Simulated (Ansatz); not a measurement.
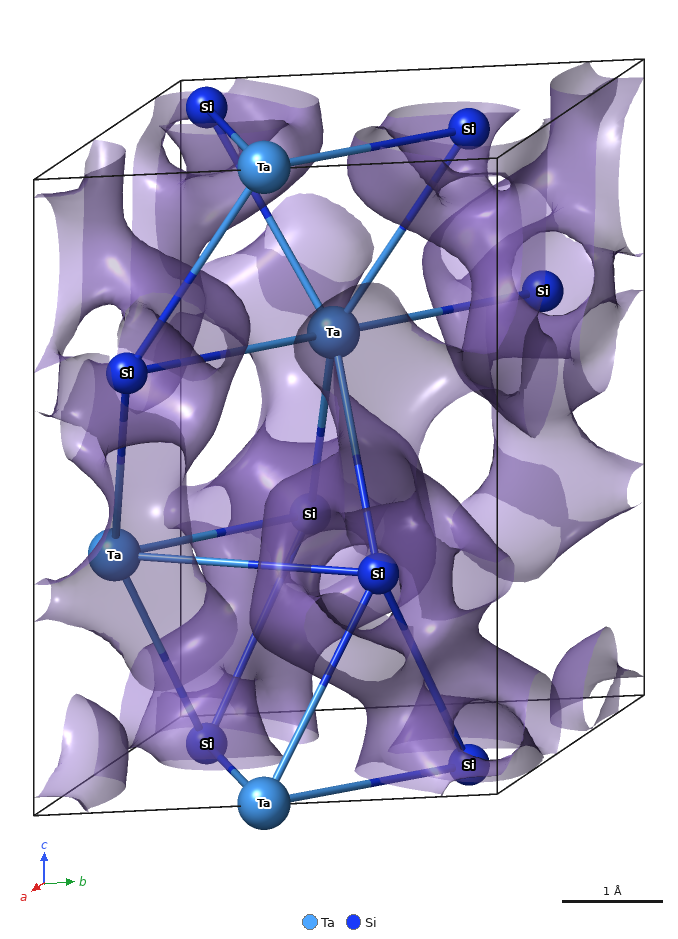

Figure 1: TaSi2. Isosurface of the electron localisation function at 0.6 (purple), seen slightly off an axis. Only the valence region is drawn (cores and ρ < 0.01 e/Å³ removed). Sticks mark near contacts.

Space group P3₂12; not relaxed (largest force 0.6 eV/Å); computed without spin polarisation.

Level of theory: Ansatz 0.2.0, DFT PBEsol, scalar-relativistic, plane waves, PAW.

In a PAW calculation such maps are meaningful between the atoms, not at the nuclei.

**Where are the electrons localised?**

At this value the surface marks out channels that run through the cell in one direction, counted in one cell of 9 atoms. Any copies at cell faces, edges or corners count once. Along the contacts the grid gives the following. Si–Si (2.55 Å): the ELF peaks at about 0.75 between the atoms. Ta–Si (2.60 Å): the ELF peaks at about 0.75 in the valence shell of Si, 0.9 Å from its nucleus, and is about 0.40 at the midpoint.

**Does the calculation make it a metal, or give it a gap?**

It is metallic or semimetallic at this level of theory: no gap opens.
